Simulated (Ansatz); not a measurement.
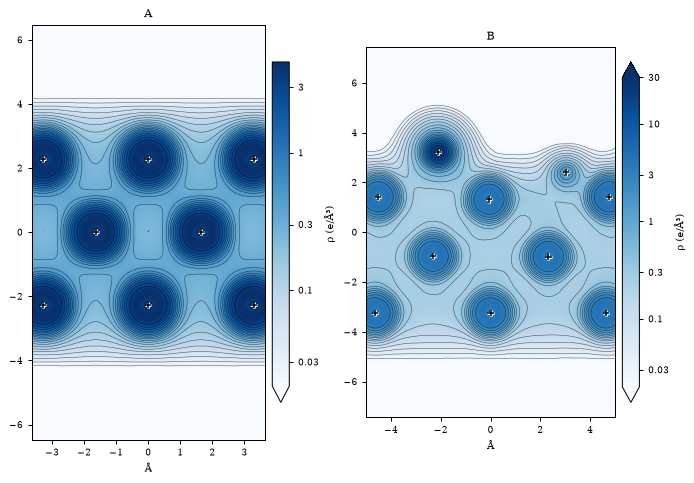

The valence charge density (pseudo) of 2 systems, each on a plane through atoms (crosses mark nuclei in the plane).

All numbers below come from DFT PBE+D3(BJ), scalar-relativistic, plane waves, PAW in Ansatz.

System 1: Ta (slab), the (11̄0) plane of the calculation cell, a cut from vacuum to vacuum. 

System 2: Ta$_{12}$AsH$_{3}$ (slab), the (110) plane of the calculation cell, a cut from vacuum to vacuum. 

```
Ta As H
1.0
     5.68969    0.00000    0.00000
    -1.89656    5.36430    0.00000
     0.00000    0.00000   24.14052
Ta As H
12 1 3
Direct
  0.25000 0.25000 0.33139
  0.25000 0.75000 0.33139
  0.75000 0.25000 0.33139
  0.75000 0.75000 0.33139
  0.49997 0.50004 0.42465
  0.50294 0.00090 0.42468
  0.99908 0.49707 0.42468
  0.00163 0.99840 0.42538
  0.73648 0.73356 0.52147
  0.76370 0.23627 0.52385
  0.24343 0.75659 0.51989
  0.26650 0.26352 0.52147
  0.02260 0.97741 0.59926
  0.08115 0.44730 0.56140
  0.57747 0.42264 0.56466
  0.55266 0.91884 0.56142
```

### Match each panel to its system.

Panel A is system 1, Ta: the plane holds Ta. Ta–Ta (2.81 Å): ρ is about 0.34 e/Å³ halfway. Panel B is system 2, Ta$_{12}$AsH$_{3}$: the plane holds Ta, As and H. Ta–H (1.99 Å): the density is about 0.64 e/Å³ at the midpoint.
